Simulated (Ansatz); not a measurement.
## WSe: geometry relaxation (part 3 of 3)

The same run, continued: WSe (Fm-3m, 2 atoms in the cell); DFT PBE, scalar-relativistic, plane waves, PAW, spin-polarised (Ansatz 0.2.0); cutoff 420 eV, 6×6×6 k-mesh, Gaussian smearing of 0.1 eV, collinear spins. The structure was made by swapping elements on the sites of another compound; it need not be a known phase. It belongs to a series of runs on one base structure; here: rock salt type (Fm-3m, No. 225).

Geometry of the input (Å; fractional positions):
```
0.0000  2.7762  2.7762
2.7762  0.0000  2.7762
2.7762  2.7762  0.0000
W  0.0000  0.0000  0.0000
Se 0.5000  0.5000  0.5000
```

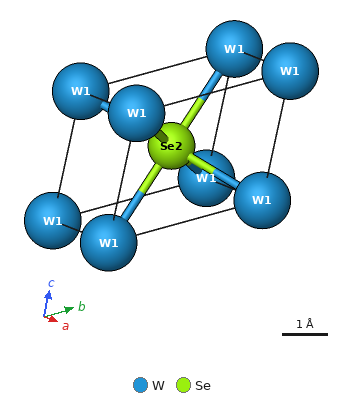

*The geometry at step 3 of the log (ball-and-stick view of the cell of the calculation, seen slightly off an axis; atoms are numbered from 1 in the order of the input).*

Output, continued
```
relax step   5: F+E_penalty+E_count = -15851.53767937 eV  Δ(F+E_penalty+E_count) = +1.111e-3 eV  max|allowed force component| = 4.635e-30 eV/Å  Δτ_max = 0.0000 Å  P = -0.365 GPa  Ω = 35.999 Å³  stress off target by 3.65e-1 GPa  SCF on the basis re-selected at this cell (its energy is not comparable with the rows above)  (5 SCF iters)
basis re-selected at this cell: Δ(F+E_penalty+E_count) = +1.111e-3 eV, ΔP = -0.004 GPa vs the last step (what re-selecting the basis moved, of the pressure what is left beyond the Pulay correction that the steps carried, after the strain that the cell walked since its last selection, with what the two solves' SCF thresholds leave and, on support functions, any second-order correction that the steps lacked; it is no measure of the basis error at this ecutwfc). The dense FFT grid was sized anew with the basis: this SCF ran on 25×25×25 points, the steps before it on 27×27×27, so part of this shift can come from that change (see relax.cell in the input reference). This SCF's stress stands 3.65e-1 GPa from its target on what of the cell is left free (relax.cell.stress_tol is 4.00e-1 GPa) and its largest allowed force component is 4.63e-30 eV/Å (relax.f_tol is 4.00e-2 eV/Å): within both
SCF converged after 5 iterations
Magnetization: 0.0658 μB (15.0329 up, 14.9671 down)
Absolute magnetization: 0.0665 μB (∫|ρ↑−ρ↓|, with the PAW one-centre terms)
Spin contamination: 0.0000 ħ² per cell (⟨S²⟩ above its minimum at these occupations)
Per-site moments (μB) at R_I (Å): [(0.04660251991683442, 1.081041780645659), (0.0009206772110439683, 1.081041780645659)]
Free energy (F): -15851.537679 eV
Harris-Foulkes:  -15851.537679 eV  (|F-HF|=1.82e-11)
Internal energy: -15851.520978 eV  (E = F + TS)
E sigma→0 (E₀):  -15851.529328 eV
Entropy (-TS):   -0.016702 eV (-8.351 meV/atom)
Fermi energy:    17.369943 eV
--- Per-component energies (eV) ---
  E_band       = -426.163023
  E_kinetic    = 570.597911
  E_local      = -2775.810017  (includes V_loc(G=0)·N_el)
  E_nonlocal   = -589.965652
  E_hartree    = 1307.604102
  E_xc         = -370.122180
  E_vxc        = -335.933999  (∫ρ·V_xc dr)
  E_paw        = -10476.536748  (= ΣΔE_a)
  E_vpaw       = 89.740885  (= ΣTr[D̂ρ^β])
  E_aug_tail   = -0.000655  (compensation charges beyond the density's cutoff)
  E_ewald      = -3517.287739
  E_smearing   = -0.016702  (= −TS)
  E_closure    = 0.000000  (closes the sum)
  Σ components = -15851.537679   (vs F -15851.537679, Δ=0.00e0)
--- Forces (eV/Å), atoms counted from 1 ---
  atom   1  W      0.00000000    -0.00000000    -0.00000000
  atom   2  Se    -0.00000000     0.00000000     0.00000000
  max |Σ_I F_I| component: 7.03e-30 eV/Å
--- Stress (GPa, compression-positive) ---
       -0.365079      -0.000000       0.000000
       -0.000000      -0.365079       0.000000
        0.000000       0.000000      -0.365079
  P = ⅓ Tr σ = -0.3651 GPa (-3.651 kbar)
--- Band table (eV; the first three rows and the last of 32) ---
  k-point 0 ↑: bands = ["-57.2102", "-32.0711", "-32.0711", "-32.0576", "-32.0576", "-32.0576", "-21.4775", "-21.4775", "-21.4775", "0.8415", "14.7338", "14.7338", "14.7338", "15.2105", "15.2105", "15.2105", "15.7003", "15.7003", "18.6718", "24.9580", "30.1245"]
  k-point 1 ↑: bands = ["-57.2096", "-32.0714", "-32.0714", "-32.0576", "-32.0575", "-32.0575", "-21.5004", "-21.4789", "-21.4789", "1.1991", "12.3146", "13.1062", "13.1062", "15.6735", "15.6735", "15.9487", "17.8489", "17.8489", "20.6520", "25.3395", "27.7662"]
  k-point 2 ↑: bands = ["-57.2083", "-32.0719", "-32.0719", "-32.0575", "-32.0571", "-32.0571", "-21.5457", "-21.4817", "-21.4817", "2.0703", "9.7477", "11.8550", "11.8550", "16.6885", "16.6885", "16.7131", "20.6246", "20.6246", "21.2257", "25.0905", "25.0905"]
  k-point 15 ↓: bands = ["-57.1822", "-32.0708", "-32.0702", "-32.0574", "-32.0565", "-32.0561", "-21.5104", "-21.4876", "-21.4755", "2.4162", "10.8472", "11.3763", "11.6546", "15.7054", "17.1831", "17.6922", "18.1764", "18.5481", "21.7870", "26.0384", "26.3276"]
--- Relaxed structure (4 steps of the walk, 3 accepted, 1 SCFs on fresh bases) ---
  F+E_penalty+E_count = -15851.53767937 eV   max|allowed force component| = 4.635e-30 eV/Å   (the final SCF, on the basis selected at the relaxed cell)
  cell:  # Å, volume = 35.9986 Å³
    - [3.67826261207004e-34, 2.620707347019779, 2.620707347019779]
    - [2.620707347019779, -1.1145717063723737e-34, 2.620707347019779]
    - [2.620707347019779, 2.620707347019779, 1.937833676260604e-33]
  atoms:
    - { symbol: W, position: [-2.167907250408817e-35, 1.8065893753405412e-35, 2.529225125476797e-35] }
    - { symbol: Se, position: [0.5, 0.5, 0.5] }
--- Löwdin populations: 2 sites ---
  site symbol       q [e]    m [muB]
     0      W     13.8212     0.0650
     1     Se     16.0140     0.0001
  spilling = 0.005493 (of n_electrons = 30.000000)
```

File populations.tsv
```
# site	symbol	l	j	q_up	q_dn
# orbitals = lowdin
# n_electrons = 30.000000
# spilling = 0.005493
0	W	0_5S	-	0.992297	0.992288
0	W	0_6S	-	0.318896	0.314304
0	W	1_5P	-	2.996289	2.996311
0	W	2_5D	-	2.635625	2.575207
1	Se	0_4S	-	0.858569	0.856244
1	Se	1_4P	-	2.148568	2.150789
1	Se	2_3D	-	4.999917	4.999916
```

Trajectory as extended XYZ (Å, eV, eV/Å), 5 frames, from step=1 to step=5
```
2
Lattice="0.0000 2.7762 2.7762 2.7762 0.0000 2.7762 2.7762 2.7762 0.0000" Properties=species:S:1:pos:R:3:forces:R:3 step=1 energy=-15851.23128 pressure_GPa=-10.21
W     0.0000    0.0000    0.0000    0.0000   0.0000   0.0000
Se    2.7762    2.7762    2.7762    0.0000   0.0000   0.0000
2
Lattice="0.0000 2.6409 2.6409 2.6409 0.0000 2.6409 2.6409 2.6409 0.0000" Properties=species:S:1:pos:R:3:forces:R:3 step=2 energy=-15851.52825 pressure_GPa=-3.55
W     0.0000    0.0000    0.0000    0.0000   0.0000   0.0000
Se    2.6409    2.6409    2.6409    0.0000   0.0000   0.0000
2
Lattice="0.0000 2.5787 2.5787 2.5787 0.0000 2.5787 2.5787 2.5787 0.0000" Properties=species:S:1:pos:R:3:forces:R:3 step=3 energy=-15851.50197 pressure_GPa=7.75 accepted=F
W     0.0000    0.0000    0.0000    0.0000   0.0000   0.0000
Se    2.5787    2.5787    2.5787    0.0000   0.0000   0.0000
2
Lattice="0.0000 2.6207 2.6207 2.6207 0.0000 2.6207 2.6207 2.6207 0.0000" Properties=species:S:1:pos:R:3:forces:R:3 step=4 energy=-15851.53879 pressure_GPa=-0.36
W     0.0000    0.0000    0.0000    0.0000   0.0000   0.0000
Se    2.6207    2.6207    2.6207    0.0000   0.0000   0.0000
2
Lattice="0.0000 2.6207 2.6207 2.6207 0.0000 2.6207 2.6207 2.6207 0.0000" Properties=species:S:1:pos:R:3:forces:R:3 step=5 energy=-15851.53768 pressure_GPa=-0.37
W     0.0000    0.0000    0.0000    0.0000   0.0000   0.0000
Se    2.6207    2.6207    2.6207    0.0000   0.0000   0.0000
```

Results in brief

| quantity | value |
| --- | --- |
| outcome | converged |
| space group (tolerance 0.01 Å) | Fm-3m (225) |
| electrons treated | 30 |
| free energy | −15851.5377 eV |
| Fermi energy | 17.370 eV |
| gap on the k-point mesh | none (metallic) |
| net moment of the cell | 0.07 μB |
| integrated absolute moment | 0.07 μB |
| pressure | −0.37 GPa |
| final volume | 36.00 Å³ |
| largest force (length of the vector) at the end | under 0.001 eV/Å |
| final cell | a = 3.706 Å, b = 3.706 Å, c = 3.706 Å, α = 60.00°, β = 60.00°, γ = 60.00° |
| hardware | 1 thread of Intel Xeon @ 2.50GHz (Skylake/Cascade Lake), 192 GiB of memory available, shared host |
| wall time | 45 s |
| peak memory | 0.42 GiB |

Notes

The electronic state found may not be the lowest one. Notes on the run: some starting moments were not kept. Spin–orbit coupling is left out, which matters for W.
